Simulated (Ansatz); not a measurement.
## Electronic structure of SiGe5 in real space

Input

```
crystal:
  lattice:
    - [0.0, 3.9054740205, 3.9054740205]
    - [3.9054740205, 0.0, 3.9054740205]
    - [3.9054740205, 3.9054740205, 0.0]
  atoms:
    - { symbol: Si, position: [0.0, 0.0, 0.0] }
    - { symbol: Ge, position: [0.25, 0.25, 0.25] }
    - { symbol: Ge, position: [0.6250656075, 0.6250656075, 0.6250656075] }
    - { symbol: Ge, position: [0.1248031774, 0.6250656075, 0.6250656075] }
    - { symbol: Ge, position: [0.6250656075, 0.1248031774, 0.6250656075] }
    - { symbol: Ge, position: [0.6250656075, 0.6250656075, 0.1248031774] }
basis:
  ecutwfc: 420
kpoints:
  mp_grid: { grid: [8, 8, 8] }
hamiltonian:
  xc: pbe
scf:
  occupations: { method: gaussian, width: 0.1 }
output:
  forces: true
  stress: true
  eigenvalues: true
  write_density: true
  write_potential: true
  elf: true
  volumetric_format: npy
relax:
  adjacent_minimum: "off"
  f_tol: 0.01
  max_steps: 80
  cell: { stress_tol: 0.05 }
```

Launched as:

```sh
ansatz run input.yaml --threads 1 --pin off --max-ram 2560MiB --backend cpu --events-out ev --progress --plain --runs-dir out
```

Below, planes, directions and counts refer to the conventional cell (a = 7.80 Å, b = 7.80 Å, c = 7.80 Å, α = 90.00°, β = 90.00°, γ = 90.00°).

The fields are those of the run's last geometry, not of the input's.

Space group F-43m; a structure generated by program, which may or may not match a known phase.

Method: DFT PBE, scalar-relativistic, plane waves, PAW in Ansatz.

Core electrons are frozen (PAW), and the valence fields are smoothed inside the atomic spheres.

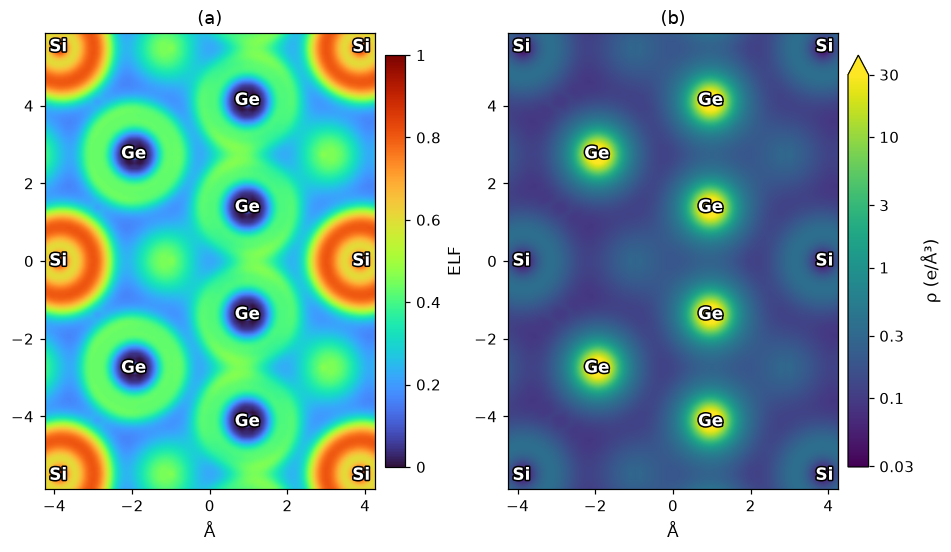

Figure 1. (a) ELF; (b) valence pseudo-density on the (101) plane of the conventional cell.

Read the bonding off the picture.

Answer. The section cuts through Si and Ge sites.
Ge–Ge (2.75 Å): the density is about 0.27 e/Å³ at the midpoint; the ELF is about 0.45 at the midpoint.
Si–Ge (3.23 Å): ρ at the midpoint is about 0.14 e/Å³; the ELF peaks at about 0.80 in the valence shell of Si, 0.9 Å from its nucleus, and drops to about 0.25 between the two atoms.
Si–Ge (3.38 Å): the density is about 0.1 e/Å³ at the midpoint; the ELF peaks at about 0.80 in the valence shell of Si, 0.9 Å from its nucleus, and drops to about 0.20 between the two atoms.
Between the atoms the lowest density in this plane is 0.09 e/Å³.

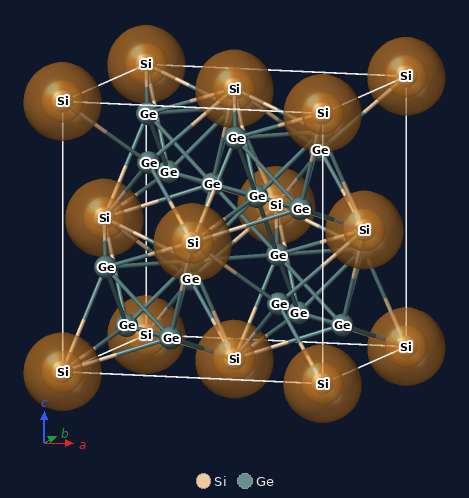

Figure 2. Isosurface of the ELF at 0.7 (orange), seen slightly off an axis. Core shells and regions of very low density are left out. Sticks mark near contacts.

What do the ELF domains correspond to?

Answer. The surface consists of four regions wrapped around Si (the valence shell of each) and four small core shells on Si, counted in one cell of 24 atoms. Regions shared between cells count once.

Does the calculation give a band gap?

Answer. It is gapless in this calculation (a metal or semimetal).
